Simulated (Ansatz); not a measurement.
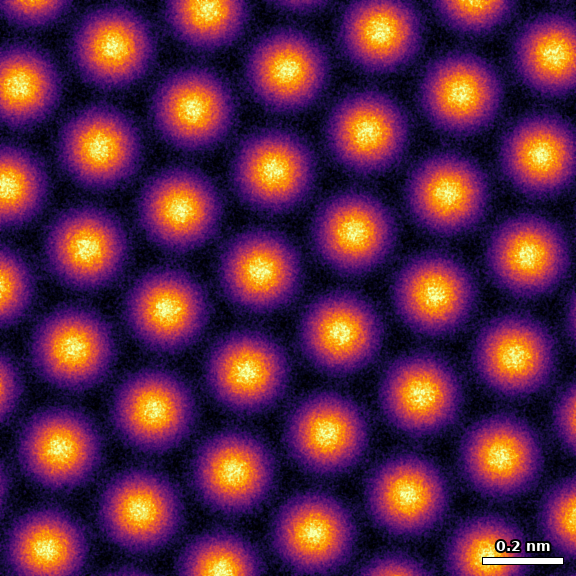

Integrated-DPC-like image of Zn (P6/mmm, No. 191). Simulated as the projected potential of neutral atoms (B = 0.5 Å²) blurred by a 1.17 Å probe, the thin-sample limit of integrated differential phase contrast. Shot noise was added. Model: coordinates from a relaxation with DFT, PBE, plane waves (420 eV) with PAW, scalar-relativistic (Ansatz 0.2.0); the starting structure was generated, so it need not be a known form of this composition.

```
CELL_PARAMETERS angstrom
4.48388 0.00000 0.00000
-2.24194 3.88316 0.00000
0.00000 0.00000 2.68647
ATOMIC_POSITIONS crystal
Zn 0.00000 0.00000 0.00000
Zn 0.33333 0.66667 0.50000
Zn 0.66667 0.33333 0.50000
```

**Which beam direction gives this image, [102], [101], [100] or [001]? (Directions equivalent by symmetry count as one.)**

[001]. The projected cells are 1.72 × 3.88 Å, 90° for [102]; 2.30 × 4.05 Å, 107° for [101]; 2.69 × 3.88 Å, 90° for [100]; 2.59 × 2.59 Å, 120° for [001], and the image repeats as the [001] one does.
